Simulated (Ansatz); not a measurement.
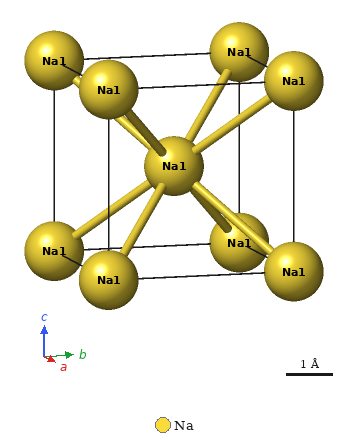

Figure 1. The structure as given in the input (ball-and-stick view of the cell 2 times as large as that of the calculation, set on its symmetry axes, seen slightly off an axis; atoms are numbered from 1 in the order of the input).

Run report: Na, geometry relaxation

- system: Na (Im-3m, 1 atom in the cell)
- method: DFT, PBE, plane waves, PAW, no spin polarisation (Ansatz 0.2.0)

The structure derives from a Materials Project entry. Figures and captions count atoms from 1; the log counts them from 0 in places.

Input:
```yaml
crystal:
  lattice:
    - [-2.1040268, 2.1040268, 2.1040268]
    - [2.1040268, -2.1040268, 2.1040268]
    - [2.1040268, 2.1040268, -2.1040268]
  atoms:
    - { symbol: Na, position: [0.0, 0.0, 0.0] }
basis:
  ecutwfc: 420
kpoints:
  mp_grid: { grid: [14, 14, 14] }
hamiltonian:
  xc: pbe
scf:
  occupations: { method: gaussian, width: 0.1 }
output:
  forces: true
  stress: true
  eigenvalues: true
  write_density: true
  write_potential: true
  elf: true
  volumetric_format: npy
relax:
  adjacent_minimum: "off"
  f_tol: 0.005
  max_steps: 80
  cell: { stress_tol: 0.05 }
```

Hardware: 4 threads of Intel Xeon @ 2.70GHz, 189 GiB of memory available, shared host.

Launch command:
```bash
ansatz run input.yaml --threads 4 --pin off --max-ram 8192MiB --backend cpu --events-out ev --progress --plain --runs-dir out
```

The program's output:
```
Engine: ansatz 0.2.0, x86_64-unknown-linux-gnu
Pseudopotentials: kind: paw
Pseudopotential: Na, paw, valence charge 9, recommended cutoff 420 eV (normal), Na.paw.azcp
Functional definition: PBE
  parameter kappa = 0.804
  parameter beta = 0.06672455060314922
  exchange = pbe_x(kappa = kappa, mu = beta*pi^2/3)
  correlation = pbe_c(beta = beta)
Crystal: 1 atoms, lattice volume = 37.258 Å³
Basis set: ecut = 420 eV, 683 PW (Γ), exchange–correlation on 50×50×50 points (8 copies of the dense FFT grid, shifted against one another)
Bands: 9, of which v1, the nominal top of the filled ones, is band 5 counted from 1 (4 counted from 0)
Symmetry: 48 space group operations
Space group: Im-3m (ITA 229), of the structure as read, at distance tolerance 3.3e-5 Å
k-points: 104 of 2744
Non-local potential: Na, projectors of the file, l = 0: 3, l = 1: 2, l = 2: 1
PAW form: soft (Blöchl's): semilocal exchange-correlation on the pseudo side does not see the compensation charge
PAW one-centre angular grid: Na, 110 points (default); XC on 64 Gauss nodes
Initial density: superposition of atomic densities (neutral atoms: chi_scale 0, normalization atom), corrected by the library's trained network
Initial wavefunctions: pseudopotential atomic-orbital guess
Functional: x = pbe(κ = 0.804, μ = 0.2195149727645171), c = pbe(β = 0.06672455060314922)
SCF iter   1: F=—  HF=-1486.417255 eV  |F-HF|=—  |Δ(HF+E_count)|=         —  Δρ=4.73e-4  dr2=4.15e-5  ethr=1.77e-3  ⟨swp⟩=4.9  Hψ=5980  notcnv=0
preconditioner: auto → Kerker (q_TF=auto, 2.153 Å⁻¹)  [metal: Δε(μ)=0.081 eV  Ē_g=7.826 eV  σ=0.100 eV  W_gap=0.42  n_scr=12 (ndim 8)  ℏωp=6.1 eV  f_vac=0.000  D(μ)=0.61/eV (n_scr^D=0)]
SCF iter   2: F=—  HF=-1486.417130 eV  |F-HF|=—  |Δ(HF+E_count)|=   1.24e-4  Δρ=1.51e-4  dr2=6.14e-6  ethr=4.61e-7  ⟨swp⟩=2.2  Hψ=2261  notcnv=0
SCF iter   3: F=—  HF=-1486.417149 eV  |F-HF|=—  |Δ(HF+E_count)|=   1.87e-5  Δρ=8.26e-5  dr2=2.54e-6  ethr=6.82e-8  ⟨swp⟩=2.4  Hψ=1258  notcnv=0
SCF iter   4: F=—  HF=-1486.417155 eV  |F-HF|=—  |Δ(HF+E_count)|=   5.73e-6  Δρ=2.94e-5  dr2=3.10e-7  ethr=2.83e-8  ⟨swp⟩=2.5  Hψ=1363  notcnv=0
iter 5 did not close the SCF: its close was put off for the readings that it lacked (scf_convergence_deferred on its scf_iter line)
SCF iter   5: F=-1486.417155 eV  HF=-1486.417155 eV  |F-HF|=2.26e-8  |Δ(HF+E_count)|=   5.27e-8  Δρ=1.00e-5  dr2=1.91e-8  ethr=3.45e-9  ⟨swp⟩=2.0  Hψ=1262  notcnv=0
SCF iter   6: F=-1486.417155 eV  HF=-1486.417155 eV  |F-HF|=7.09e-10  |Δ(HF+E_count)|=   7.46e-9  Δρ=2.10e-6  dr2=8.91e-10  ethr=2.13e-10  ⟨swp⟩=5.3  Hψ=4546  notcnv=0
SCF 1 converged in 6 iterations: F = -1486.417155 eV  dr2 = 8.91e-10
  greatest PAW one-centre occupation: 0.999 electrons in one spin orbital (limit 2), on the Na atom at site 0 (counted from 0), in its partial waves of l = 0
relax step   1: F+E_penalty+E_count = -1486.41715480 eV  Δ(F+E_penalty+E_count) = +0.000e0 eV  max|allowed force component| = 0.000e0 eV/Å  Δτ_max = 0.0000 Å  P = -0.062 GPa  Ω = 37.258 Å³  (6 SCF iters, dr2 threshold 1.00e-7 eV, accepted)
Crystal: 1 atoms, lattice volume = 37.202 Å³
Initial density: handed on by an earlier stage of this run
Initial wavefunctions: those handed on with the density
iter 1 solved again at ethr=7.21e-10 eV; its pass at ethr=3.10e-3 eV (dr2=6.49e-8 eV) is discarded
SCF iter   1: F=—  HF=-1486.417175 eV  |F-HF|=—  |Δ(HF+E_count)|=         —  Δρ=6.78e-6  dr2=2.56e-8  ethr=7.21e-10  ⟨swp⟩=3.4  Hψ=9222  notcnv=0
preconditioner: auto → Kerker (q_TF=auto, 2.154 Å⁻¹)  [metal: Δε(μ)=0.081 eV  Ē_g=7.833 eV  σ=0.100 eV  W_gap=0.42  n_scr=12 (ndim 8)  ℏωp=6.1 eV  f_vac=0.000  D(μ)=0.61/eV (n_scr^D=0)]
SCF iter   2: F=—  HF=-1486.417175 eV  |F-HF|=—  |Δ(HF+E_count)|=   5.27e-8  Δρ=3.89e-6  dr2=1.07e-8  ethr=2.85e-10  ⟨swp⟩=2.0  Hψ=1269  notcnv=0
SCF iter   3: F=-1486.417175 eV  HF=-1486.417175 eV  |F-HF|=5.88e-10  |Δ(HF+E_count)|=   2.14e-9  Δρ=1.47e-6  dr2=1.60e-9  ethr=1.06e-10  ⟨swp⟩=5.5  Hψ=3283  notcnv=0
SCF 2 converged in 3 iterations: F = -1486.417175 eV  dr2 = 1.60e-9
relax step   2: F+E_penalty+E_count = -1486.41717470 eV  Δ(F+E_penalty+E_count) = -1.989e-5 eV  max|allowed force component| = 0.000e0 eV/Å  Δτ_max = 0.0000 Å  P = -0.051 GPa  Ω = 37.202 Å³  energy of the carried Pulay correction = +5.870e-7 eV  (3 SCF iters, dr2 threshold 9.52e-9 eV, accepted)
Crystal: 1 atoms, lattice volume = 36.954 Å³
iter 1 solved again at ethr=1.13e-8 eV; its pass at ethr=3.10e-3 eV (dr2=1.01e-6 eV) is discarded
SCF iter   1: F=—  HF=-1486.417217 eV  |F-HF|=—  |Δ(HF+E_count)|=         —  Δρ=2.64e-5  dr2=4.61e-7  ethr=1.13e-8  ⟨swp⟩=3.5  Hψ=9327  notcnv=0
preconditioner: auto → Kerker (q_TF=auto, 2.156 Å⁻¹)  [metal: Δε(μ)=0.081 eV  Ē_g=7.866 eV  σ=0.100 eV  W_gap=0.43  n_scr=12 (ndim 8)  ℏωp=6.1 eV  f_vac=0.000  D(μ)=0.61/eV (n_scr^D=0)]
SCF iter   2: F=—  HF=-1486.417216 eV  |F-HF|=—  |Δ(HF+E_count)|=   6.02e-7  Δρ=1.75e-5  dr2=2.16e-7  ethr=5.13e-9  ⟨swp⟩=1.0  Hψ=936  notcnv=0
SCF iter   3: F=—  HF=-1486.417216 eV  |F-HF|=—  |Δ(HF+E_count)|=   4.40e-8  Δρ=5.89e-6  dr2=1.97e-8  ethr=2.40e-9  ⟨swp⟩=1.0  Hψ=936  notcnv=0
SCF iter   4: F=-1486.417216 eV  HF=-1486.417216 eV  |F-HF|=9.04e-10  |Δ(HF+E_count)|=   6.01e-9  Δρ=1.35e-6  dr2=5.93e-10  ethr=7.11e-11  ⟨swp⟩=5.6  Hψ=3331  notcnv=0
SCF 3 converged in 4 iterations: F = -1486.417216 eV  dr2 = 5.93e-10
relax step   3: F+E_penalty+E_count = -1486.41721642 eV  Δ(F+E_penalty+E_count) = -4.172e-5 eV  max|allowed force component| = 0.000e0 eV/Å  Δτ_max = 0.0000 Å  P = +0.001 GPa  Ω = 36.954 Å³  energy of the carried Pulay correction = +3.249e-6 eV  (4 SCF iters, dr2 threshold 6.40e-9 eV, accepted)
Initial wavefunctions: pseudopotential atomic-orbital guess (no wavefunctions were taken with the density)
iter 1 solved again at ethr=3.91e-8 eV; its pass at ethr=3.10e-3 eV (dr2=3.52e-6 eV) is discarded
SCF iter   1: F=—  HF=-1486.417214 eV  |F-HF|=—  |Δ(HF+E_count)|=         —  Δρ=3.50e-6  dr2=1.21e-9  ethr=3.91e-8  ⟨swp⟩=3.6  Hψ=8681  notcnv=0
SCF iter   2: F=—  HF=-1486.417212 eV  |F-HF|=—  |Δ(HF+E_count)|=   1.58e-6  Δρ=1.75e-6  dr2=4.15e-10  ethr=1.34e-11  ⟨swp⟩=2.6  Hψ=1468  notcnv=0
SCF iter   3: F=—  HF=-1486.417212 eV  |F-HF|=—  |Δ(HF+E_count)|=  3.79e-10  Δρ=2.67e-7  dr2=4.44e-11  ethr=4.61e-12  ⟨swp⟩=1.5  Hψ=1128  notcnv=0
SCF iter   4: F=-1486.417212 eV  HF=-1486.417212 eV  |F-HF|=4.55e-13  |Δ(HF+E_count)|=  1.02e-11  Δρ=8.41e-8  dr2=3.57e-12  ethr=1.00e-12  ⟨swp⟩=5.2  Hψ=3768  notcnv=0
SCF 4 converged in 4 iterations: F = -1486.417212 eV  dr2 = 3.57e-12
relax step   4: F+E_penalty+E_count = -1486.41721215 eV  Δ(F+E_penalty+E_count) = +4.272e-6 eV  max|allowed force component| = 0.000e0 eV/Å  Δτ_max = 0.0000 Å  P = +0.001 GPa  Ω = 36.954 Å³  stress off target by 1.05e-3 GPa  SCF on the basis re-selected at this cell (its energy is not comparable with the rows above)  (4 SCF iters)
```

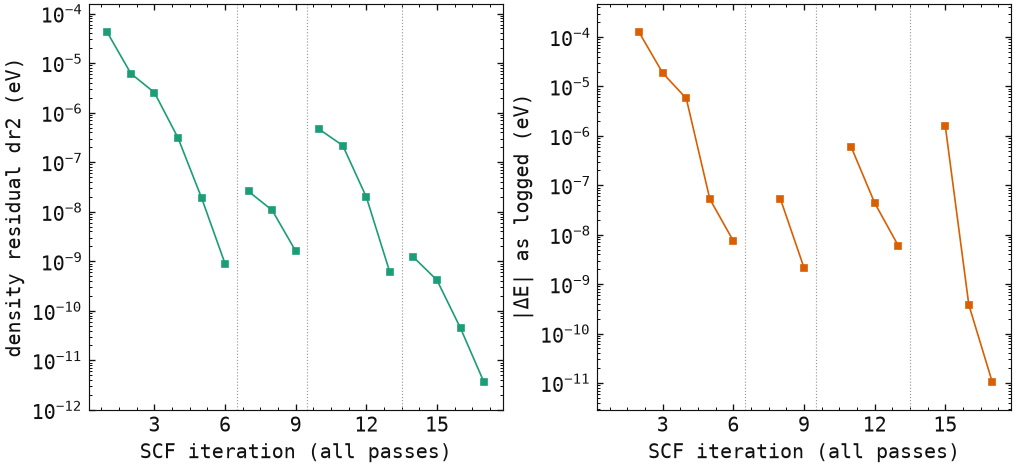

Figure 2. Convergence of the self-consistent field: density residual dr2 and size of the energy change against the SCF iteration. The dotted lines part the SCF passes of the relaxation: geometry steps, rejected trials and re-solves on a re-selected basis. The passes take 6, 3, 4 and 4 iterations.

```
basis re-selected at this cell: Δ(F+E_penalty+E_count) = +4.272e-6 eV, ΔP = +0.000 GPa vs the last step (what re-selecting the basis moved, of the pressure what is left beyond the Pulay correction that the steps carried, after the strain that the cell walked since its last selection, with what the two solves' SCF thresholds leave and, on support functions, any second-order correction that the steps lacked; it is no measure of the basis error at this ecutwfc). This SCF's stress stands 1.05e-3 GPa from its target on what of the cell is left free (relax.cell.stress_tol is 5.00e-2 GPa) and its largest allowed force component is 0.00e0 eV/Å (relax.f_tol is 5.00e-3 eV/Å): within both
SCF converged after 4 iterations
Free energy (F): -1486.417212 eV
Harris-Foulkes:  -1486.417212 eV  (|F-HF|=4.55e-13)
Internal energy: -1486.414182 eV  (E = F + TS)
E sigma→0 (E₀):  -1486.415697 eV
Entropy (-TS):   -0.003030 eV (-3.030 meV/atom)
Fermi energy:    1.728792 eV
--- Per-component energies (eV) ---
  E_band       = -240.976980
  E_kinetic    = 120.169743
  E_local      = -1441.825987  (includes V_loc(G=0)·N_el)
  E_nonlocal   = 115.109046
  E_hartree    = 527.385168
  E_xc         = -38.356269
  E_vxc        = -49.282706  (∫ρ·V_xc dr)
  E_paw        = -263.163091  (= ΣΔE_a)
  E_vpaw       = -39.917427  (= ΣTr[D̂ρ^β])
  E_aug_tail   = -0.000032  (compensation charges beyond the density's cutoff)
  E_ewald      = -505.732761
  E_smearing   = -0.003030  (= −TS)
  E_closure    = 0.000000  (closes the sum)
  Σ components = -1486.417212   (vs F -1486.417212, Δ=0.00e0)
--- Forces (eV/Å), atoms counted from 1 ---
  atom   1  Na    -0.00000000     0.00000000     0.00000000
  max |Σ_I F_I| component: 2.18e-31 eV/Å
--- Stress (GPa, compression-positive) ---
        0.001049      -0.000000       0.000000
       -0.000000       0.001049       0.000000
        0.000000       0.000000       0.001049
  P = ⅓ Tr σ = 0.0010 GPa (0.010 kbar)
--- Band table (eV; the first three rows and the last of 104) ---
  k-point 0: bands = ["-51.2415", "-23.1453", "-23.1453", "-23.1453", "-1.5278", "13.5049", "13.5049", "13.5049", "14.5073"]
  k-point 1: bands = ["-51.2414", "-23.1472", "-23.1460", "-23.1453", "-1.4378", "12.3127", "12.9258", "13.1537", "13.7788"]
  k-point 2: bands = ["-51.2411", "-23.1522", "-23.1476", "-23.1453", "-1.1688", "10.4390", "12.0750", "12.5421", "12.9480"]
  k-point 103: bands = ["-51.2379", "-23.1715", "-23.1715", "-23.1715", "6.2793", "6.2793", "6.6584", "6.6584", "6.6584"]
--- Relaxed structure (3 steps of the walk, 3 accepted, 1 SCFs on fresh bases) ---
  F+E_penalty+E_count = -1486.41721215 eV   max|allowed force component| = 0.000e0 eV/Å   (the final SCF, on the basis selected at the relaxed cell)
  cell:  # Å, volume = 36.9536 Å³
    - [-2.098290696353303, 2.098290696353303, 2.098290696353303]
    - [2.098290696353303, -2.098290696353303, 2.098290696353303]
    - [2.098290696353303, 2.098290696353303, -2.098290696353303]
  atoms:
    - { symbol: Na, position: [0.0, 0.0, 0.0] }
```

Trajectory as extended XYZ (Å, eV, eV/Å), 4 frames, from step=1 to step=4:
```
1
Lattice="-2.1040 2.1040 2.1040 2.1040 -2.1040 2.1040 2.1040 2.1040 -2.1040" Properties=species:S:1:pos:R:3:forces:R:3 step=1 energy=-1486.41716 pressure_GPa=-0.06
Na    0.0000    0.0000    0.0000    0.0000   0.0000   0.0000
1
Lattice="-2.1030 2.1030 2.1030 2.1030 -2.1030 2.1030 2.1030 2.1030 -2.1030" Properties=species:S:1:pos:R:3:forces:R:3 step=2 energy=-1486.41718 pressure_GPa=-0.05
Na    0.0000    0.0000    0.0000    0.0000   0.0000   0.0000
1
Lattice="-2.0983 2.0983 2.0983 2.0983 -2.0983 2.0983 2.0983 2.0983 -2.0983" Properties=species:S:1:pos:R:3:forces:R:3 step=3 energy=-1486.41722 pressure_GPa=0.00
Na    0.0000    0.0000    0.0000    0.0000   0.0000   0.0000
1
Lattice="-2.0983 2.0983 2.0983 2.0983 -2.0983 2.0983 2.0983 2.0983 -2.0983" Properties=species:S:1:pos:R:3:forces:R:3 step=4 energy=-1486.41721 pressure_GPa=0.00
Na    0.0000    0.0000    0.0000    0.0000   0.0000   0.0000
```

Key numbers:

```csv
quantity,value
outcome,converged
space group (tolerance 0.01 Å),Im-3m (229)
electrons treated,9
free energy,−1486.4172 eV
Fermi energy,1.729 eV
gap on the k-point mesh,none (metallic)
pressure,0.00 GPa
final volume,36.95 Å³
largest force (length of the vector) at the end,under 0.001 eV/Å
final cell,"a = 3.634 Å, b = 3.634 Å, c = 3.634 Å, α = 109.47°, β = 109.47°, γ = 109.47°"
wall time,2.9 s (CPU time 8.6 s)
peak memory,0.35 GiB
```

These settings are looser than, or depart from, a standard set-up, so the numbers are not reference values for this system.
